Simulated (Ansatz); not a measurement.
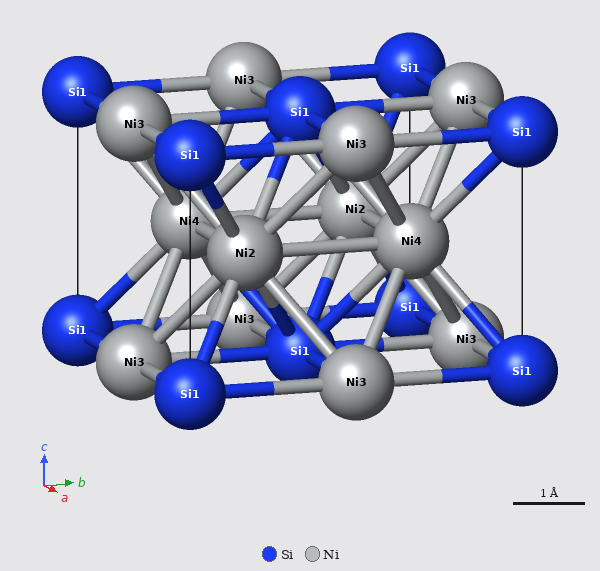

Figure 1. The input geometry of run A (ball-and-stick view of the cell 2 times as large as that of the calculation, set on its symmetry axes, seen slightly off an axis; atoms are numbered from 1 in the order of the input). An atom can appear more than once, as a periodic image. Near neighbours in the periodic cell (some may lie outside the picture): Si has 12 Ni at 2.39 to 2.50 Å; Ni has 8 Ni at 2.39 to 2.50 Å and 4 Si at 2.39 to 2.50 Å.

# Ni3Si: a changed input and its effect

System: Ni3Si (Cmmm, 4 atoms in the cell).
Method of run A: DFT PBEsol, scalar-relativistic, plane waves, PAW, no spin polarisation (Ansatz 0.2.0).

The structure derives from an entry of the Crystallography Open Database. Text and figures count atoms from 1; the logs count them from 0 in places.

**The input, run A**
```yaml
crystal:
  lattice:
    - [3.4612457436, 0.0, 0.0778780292]
    - [0.0, 3.4612457436, 0.0]
    - [0.0778780292, 0.0, 3.4612457436]
  atoms:
    - { symbol: Si, position: [0.0, 0.0, 0.0] }
    - { symbol: Ni, position: [0.0, 0.5, 0.5] }
    - { symbol: Ni, position: [0.5, 0.0, 0.5] }
    - { symbol: Ni, position: [0.5, 0.5, 0.0] }
basis:
  ecutwfc: 420
kpoints:
  mp_grid: { grid: [14, 14, 14] }
hamiltonian:
  xc: pbesol
scf:
  occupations: { method: gaussian, width: 0.15 }
output:
  forces: true
  stress: true
  eigenvalues: true
  write_density: true
  write_potential: true
  elf: true
  volumetric_format: npy
```

Command:
```bash
ansatz run input.yaml --threads 1 --pin off --max-ram 2560MiB --backend cpu --events-out ev --progress --plain --runs-dir out
```

Hardware: 1 thread of Intel Xeon @ 2.50GHz (Skylake/Cascade Lake), 32 GiB of memory available, shared host.

**Output, shortened to warnings, some set-up lines, iterations and results (run A)**
```
Basis set: ecut = 420 eV, 801 PW (Γ), exchange–correlation on 48×48×48 points (8 copies of the dense FFT grid, shifted against one another)
Symmetry: 8 space group operations
k-points: 456 of 2744
Initial density: superposition of atomic densities (neutral atoms: chi_scale 0, normalization atom), corrected by the library's trained network
[...]
SCF iter   1: F=—  HF=-18038.523656 eV  |F-HF|=—  |Δ(HF+E_count)|=         —  Δρ=2.17e-2  dr2=9.93e-2  ethr=1.77e-3  ⟨swp⟩=5.1  Hψ=56352  notcnv=0
SCF iter   2: F=—  HF=-18038.505219 eV  |F-HF|=—  |Δ(HF+E_count)|=   1.84e-2  Δρ=5.05e-3  dr2=6.18e-3  ethr=1.71e-4  ⟨swp⟩=2.3  Hψ=30983  notcnv=0  defer=337
SCF iter   3: F=—  HF=-18038.503797 eV  |F-HF|=—  |Δ(HF+E_count)|=   1.42e-3  Δρ=1.69e-3  dr2=1.04e-3  ethr=1.07e-5  ⟨swp⟩=1.7  Hψ=17807  notcnv=0  defer=337
SCF iter   4: F=—  HF=-18038.503397 eV  |F-HF|=—  |Δ(HF+E_count)|=   4.00e-4  Δρ=5.11e-4  dr2=1.42e-4  ethr=1.80e-6  ⟨swp⟩=2.0  Hψ=21704  notcnv=0  defer=337
SCF iter   5: F=—  HF=-18038.503368 eV  |F-HF|=—  |Δ(HF+E_count)|=   2.84e-5  Δρ=8.95e-5  dr2=7.36e-6  ethr=2.44e-7  ⟨swp⟩=2.0  Hψ=19302  notcnv=0  defer=337
SCF iter   6: F=—  HF=-18038.503364 eV  |F-HF|=—  |Δ(HF+E_count)|=   4.27e-6  Δρ=2.89e-5  dr2=1.81e-7  ethr=1.27e-8  ⟨swp⟩=2.0  Hψ=23510  notcnv=0  defer=337
SCF iter   7: F=-18038.503364 eV  HF=-18038.503364 eV  |F-HF|=7.91e-9  |Δ(HF+E_count)|=   2.33e-8  Δρ=7.46e-6  dr2=1.41e-8  ethr=1.72e-10  ⟨swp⟩=11.5  Hψ=113098  notcnv=0
SCF 1 converged in 7 iterations: F = -18038.503364 eV  dr2 = 1.41e-8
SCF converged after 7 iterations
Free energy (F): -18038.503364 eV
Harris-Foulkes:  -18038.503364 eV  (|F-HF|=7.91e-9)
Internal energy: -18038.482270 eV  (E = F + TS)
E sigma→0 (E₀):  -18038.492817 eV
Entropy (-TS):   -0.021094 eV (-5.273 meV/atom)
Fermi energy:    18.237879 eV
--- Per-component energies (eV) ---
  E_band       = -805.541081
  E_kinetic    = 900.320351
  E_local      = -11446.822454  (includes V_loc(G=0)·N_el)
  E_nonlocal   = 1933.526897
  E_hartree    = 4881.729916
  E_xc         = -313.498603
  E_vxc        = -381.998746  (∫ρ·V_xc dr)
  E_paw        = -5284.192310  (= ΣΔE_a)
  E_vpaw       = -1574.028166  (= ΣTr[D̂ρ^β])
  E_aug_tail   = 0.001445  (compensation charges beyond the density's cutoff)
  E_ewald      = -8710.170940
  E_core_change = 0.623427  (= ΣΔE_core)
  E_smearing   = -0.021094  (= −TS)
  E_closure    = 0.000000  (closes the sum)
  Σ components = -18038.503364   (vs F -18038.503364, Δ=0.00e0)
--- Forces (eV/Å), atoms counted from 1 ---
  atom   1  Si     0.00000000     0.00000000     0.00000000
  atom   2  Ni    -0.00000000     0.00000000     0.00000000
  atom   3  Ni     0.00000000     0.00000000    -0.00000000
  atom   4  Ni     0.00000000     0.00000000     0.00000000
  max |Σ_I F_I| component: 1.18e-29 eV/Å
--- Stress (GPa, compression-positive) ---
        0.860033       0.000000      -6.693222
        0.000000      -0.118651       0.000000
       -6.693222       0.000000       0.860033
  P = ⅓ Tr σ = 0.5338 GPa (5.338 kbar)
```

For run B the input was changed thus:
```diff
-    - [3.4612457436, 0.0, 0.0778780292]
+    - [3.4612457436, 0.0, -0.0519186862]
-    - [0.0778780292, 0.0, 3.4612457436]
+    - [-0.0519186862, 0.0, 3.4612457436]
```

What does this change do to the results?

With the same functional and potentials, run B lies 5.4 meV per atom lower. The pressure goes from 0.53 to 0.22 GPa. The number of SCF iterations is the same. The plane waves at Γ go from 801 to 799.

**Output, shortened to warnings, some set-up lines, iterations and results (run B)**
```
Basis set: ecut = 420 eV, 799 PW (Γ), exchange–correlation on 48×48×48 points (8 copies of the dense FFT grid, shifted against one another)
Symmetry: 8 space group operations
k-points: 456 of 2744
Initial density: superposition of atomic densities (neutral atoms: chi_scale 0, normalization atom), corrected by the library's trained network
[...]
SCF iter   1: F=—  HF=-18038.545266 eV  |F-HF|=—  |Δ(HF+E_count)|=         —  Δρ=2.16e-2  dr2=9.82e-2  ethr=1.77e-3  ⟨swp⟩=5.1  Hψ=56465  notcnv=0
SCF iter   2: F=—  HF=-18038.526876 eV  |F-HF|=—  |Δ(HF+E_count)|=   1.84e-2  Δρ=5.00e-3  dr2=6.13e-3  ethr=1.69e-4  ⟨swp⟩=2.3  Hψ=30685  notcnv=0  defer=329
SCF iter   3: F=—  HF=-18038.525462 eV  |F-HF|=—  |Δ(HF+E_count)|=   1.41e-3  Δρ=1.68e-3  dr2=1.06e-3  ethr=1.06e-5  ⟨swp⟩=1.8  Hψ=18299  notcnv=0  defer=329
SCF iter   4: F=—  HF=-18038.525052 eV  |F-HF|=—  |Δ(HF+E_count)|=   4.11e-4  Δρ=5.03e-4  dr2=1.43e-4  ethr=1.83e-6  ⟨swp⟩=2.0  Hψ=21418  notcnv=0  defer=329
SCF iter   5: F=—  HF=-18038.525020 eV  |F-HF|=—  |Δ(HF+E_count)|=   3.13e-5  Δρ=8.53e-5  dr2=7.07e-6  ethr=2.47e-7  ⟨swp⟩=2.0  Hψ=19540  notcnv=0  defer=329
SCF iter   6: F=—  HF=-18038.525016 eV  |F-HF|=—  |Δ(HF+E_count)|=   4.09e-6  Δρ=2.92e-5  dr2=1.78e-7  ethr=1.22e-8  ⟨swp⟩=2.0  Hψ=23548  notcnv=0  defer=329
SCF iter   7: F=-18038.525016 eV  HF=-18038.525016 eV  |F-HF|=6.60e-9  |Δ(HF+E_count)|=   1.72e-8  Δρ=7.01e-6  dr2=1.33e-8  ethr=1.72e-10  ⟨swp⟩=11.3  Hψ=111501  notcnv=0
SCF 1 converged in 7 iterations: F = -18038.525016 eV  dr2 = 1.33e-8
SCF converged after 7 iterations
Free energy (F): -18038.525016 eV
Harris-Foulkes:  -18038.525016 eV  (|F-HF|=6.60e-9)
Internal energy: -18038.504020 eV  (E = F + TS)
E sigma→0 (E₀):  -18038.514518 eV
Entropy (-TS):   -0.020996 eV (-5.249 meV/atom)
Fermi energy:    18.232460 eV
--- Per-component energies (eV) ---
  E_band       = -805.781174
  E_kinetic    = 900.229197
  E_local      = -11446.555703  (includes V_loc(G=0)·N_el)
  E_nonlocal   = 1933.498824
  E_hartree    = 4881.517041
  E_xc         = -313.469597
  E_vxc        = -381.961323  (∫ρ·V_xc dr)
  E_paw        = -5284.188591  (= ΣΔE_a)
  E_vpaw       = -1574.027164  (= ΣTr[D̂ρ^β])
  E_aug_tail   = 0.001425  (compensation charges beyond the density's cutoff)
  E_ewald      = -8710.160044
  E_core_change = 0.623427  (= ΣΔE_core)
  E_smearing   = -0.020996  (= −TS)
  E_closure    = -0.000000  (closes the sum)
  Σ components = -18038.525016   (vs F -18038.525016, Δ=0.00e0)
--- Forces (eV/Å), atoms counted from 1 ---
  atom   1  Si     0.00000000     0.00000000    -0.00000000
  atom   2  Ni    -0.00000000     0.00000000     0.00000000
  atom   3  Ni     0.00000000     0.00000000     0.00000000
  atom   4  Ni    -0.00000000     0.00000000     0.00000000
  max |Σ_I F_I| component: 2.76e-29 eV/Å
--- Stress (GPa, compression-positive) ---
        0.368016       0.000000       4.443724
        0.000000      -0.066676       0.000000
        4.443724       0.000000       0.368016
  P = ⅓ Tr σ = 0.2231 GPa (2.231 kbar)
```

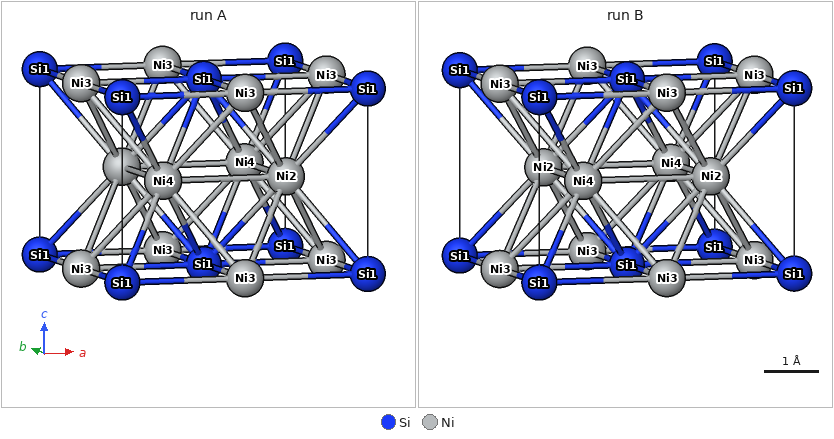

Figure 2. The two input geometries at one scale (ball-and-stick view of the cell 2 times as large as that of the calculation, set on its symmetry axes, seen slightly off an axis). No atom moves by more than 0.005 Å relative to the cell. The drawn cell changes at constant volume: a 4.785 → 4.968 Å (+3.8 %), b 5.005 → 4.822 Å (−3.7 %), c stays at 3.461 Å. Among the contacts that change: Ni2–Ni4 2.503 → 2.411 Å, Si1–Ni3 2.392 → 2.484 Å.

**The two runs side by side**

```tsv
quantity	run A	run B
outcome	converged	converged
free energy per atom (eV)	−4509.6258	−4509.6313
energy per atom, smearing taken to zero (eV)	−4509.6232	−4509.6286
gap on the mesh (eV)	0.00	0.00
pressure (GPa)	0.53	0.22
largest force (eV/Å)	0.000	0.000
SCF iterations	7	7
irreducible k-points	456	456
plane waves at Γ	801	799
wall time (shared host)	39 s	41 s
```

For both runs: The run has no spin polarisation, so a magnetic state may lie lower.
